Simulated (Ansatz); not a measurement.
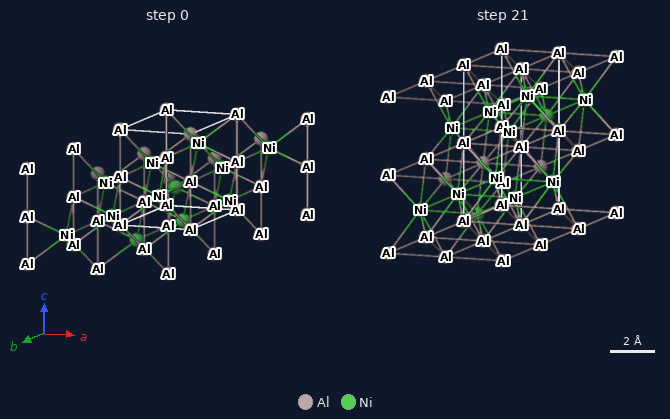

The structure of a crystal of AlNi (built on the nickel arsenide_194 type) (coarse preliminary run) before (left) and after (right) a relaxation, at one scale.

The picture is a ball-and-stick view of the cell of the calculation, repeated 2 × 3 × 1 with one cell outlined, seen from a free direction.

Case: nickel arsenide type (P6_3/mmc, No. 194).

All numbers below come from DFT r2SCAN, scalar-relativistic, plane waves, PAW (Ansatz 0.2.0).

Input
```yaml
crystal:
  lattice:
    - [3.3122426195, 0.0, 0.0]
    - [-1.6561213097, 2.8684862519, 0.0]
    - [0.0, 0.0, 4.7317755675]
  atoms:
    - { symbol: Al, position: [0.0, 0.0, 0.0] }
    - { symbol: Al, position: [0.0, 0.0, 0.5] }
    - { symbol: Ni, position: [0.3333333333, 0.6666666667, 0.25] }
    - { symbol: Ni, position: [0.6666666667, 0.3333333333, 0.75] }
basis:
  ecutwfc: 500
kpoints:
  mp_grid: { grid: [6, 6, 4] }
hamiltonian:
  xc: r2scan
scf:
  occupations: { method: gaussian, width: 0.1 }
  lower_state_search: "off"
output:
  forces: true
  stress: true
  eigenvalues: true
relax:
  adjacent_minimum: "off"
  f_tol: 0.04
  max_steps: 70
  cell: { stress_tol: 0.4 }
```

Command:
```bash
ansatz run input.yaml --threads 1 --pin off --max-ram 3072MiB --backend cpu --events-out ev --progress --plain --runs-dir out
```

What changed between the two?

No atom moves by more than 0.005 Å relative to the cell. Cell: a = b 3.312 → 2.695 Å (−18.6 %), c 4.732 → 7.735 Å (+63.5 %). Volume +8.2 %. Among the contacts that change: Al1–Al2 2.366 → 3.867 Å, Ni3–Ni3 3.312 → 2.695 Å, Al1–Al1 3.312 → 2.695 Å, Al1–Ni3 2.249 → 2.482 Å. Bonds break: Al1–Al2 (2.37 → 3.87 Å). Bond angles that change, for instance: Al1–Ni3–Al2 63.5° → 102.4°, Ni3–Al1–Ni4 85.1° → 114.2°, Ni3–Al1–Ni3 94.9° → 65.8°. The space group stays P6_3/mmc (No. 194). After 18 accepted moves (21 points after the start) the energy has fallen by 787 meV per atom. All forces vanish by symmetry, so only the cell relaxes. The pressure goes from 46.83 to 0.05 GPa. The line search rejected the trial step at point 11 of the run. The SCF was repeated twice at an unchanged geometry on a basis and grid sized afresh for the cell, which shifted the energy by 132 meV per atom at most.
